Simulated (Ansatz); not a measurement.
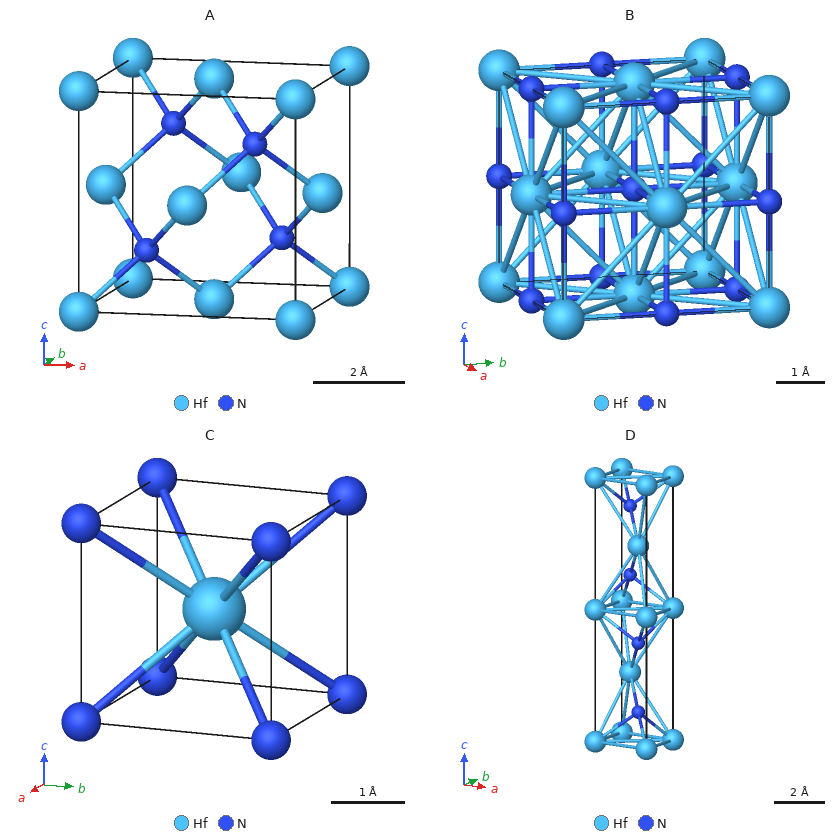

Four structures of HfN, each relaxed to rest (conventional cells in solid outline, small ones repeated, each panel with its own scale). Method: DFT PBE, scalar-relativistic, plane waves, PAW (Ansatz), without spin polarisation.

> What are the structures shown?

A: zinc blende (sphalerite type), F-43m; B: rock salt (NaCl type), Fm-3m; C: caesium chloride (CsCl, B2) type, Pm-3m; D: 8 atoms a cell on a primitive hexagonal lattice, P6_3/mmc.

> Which of these is lowest in energy, and how far above it do the others lie?

D, then B (+20 meV/atom), A (+268 meV/atom) and C (+1009 meV/atom), energies at zero smearing.

> Collect the results in a table.

| panel | structure | E − E(lowest) (meV/atom) | volume (Å³/atom) | gap (eV) |
| --- | --- | --- | --- | --- |
| D | P6_3/mmc | 0 | 11.8 | metal |
| B | Fm-3m | 20 | 11.8 | metal |
| A | F-43m | 268 | 14.8 | metal |
| C | Pm-3m | 1009 | 11.3 | metal |

Some of these may be structure types tried for this composition rather than known phases, and the most stable form need not be among them. Gaps are taken on the k-mesh or band path of each run.
